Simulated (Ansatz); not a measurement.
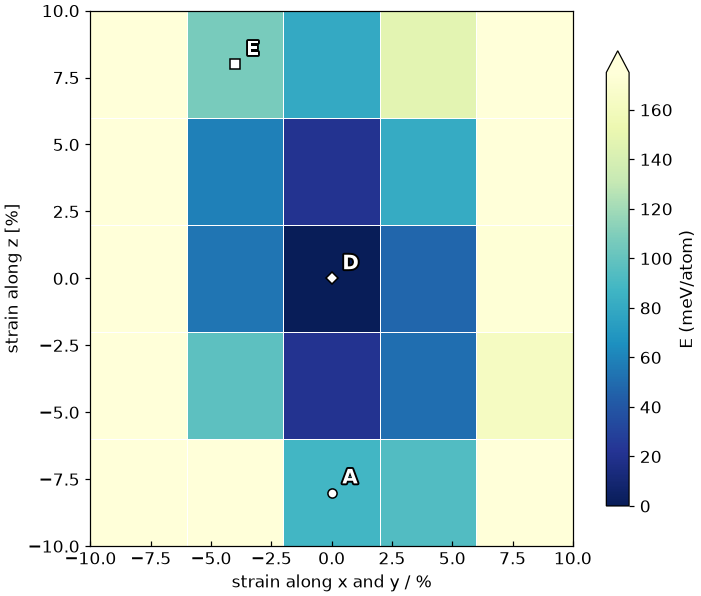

BP (F-43m, No. 216; 2 atoms in the cell). The cell is strained homogeneously, by one strain along x and y and another along z, with fractional coordinates fixed (x, y and z along the cube axes). The first coordinate is: strain along x and y; the second: strain along z. Grid: 5 × 5 points. Points are written as (first, second). Energies: meV/atom, counted from the lowest grid point. The reference cell is the one listed in the database, not relaxed at this level. Level of theory: DFT r2SCAN, scalar-relativistic, plane waves, PAW (Ansatz). Settings: cutoff 500 eV, k-mesh 10×10×10, gaussian smearing 0.05 eV, no spin polarisation.

Drawn: one coloured cell a grid point, one colour for all values above the top of the scale, lettered points.

Q: Is D the lowest point of the computed grid?

A: Yes. D, at (0 %, 0 %), has the lowest energy of the grid.

Q: Rank the lettered points by energy, lowest first.

A: D (0 meV/atom), A (88 meV/atom), E (107 meV/atom).
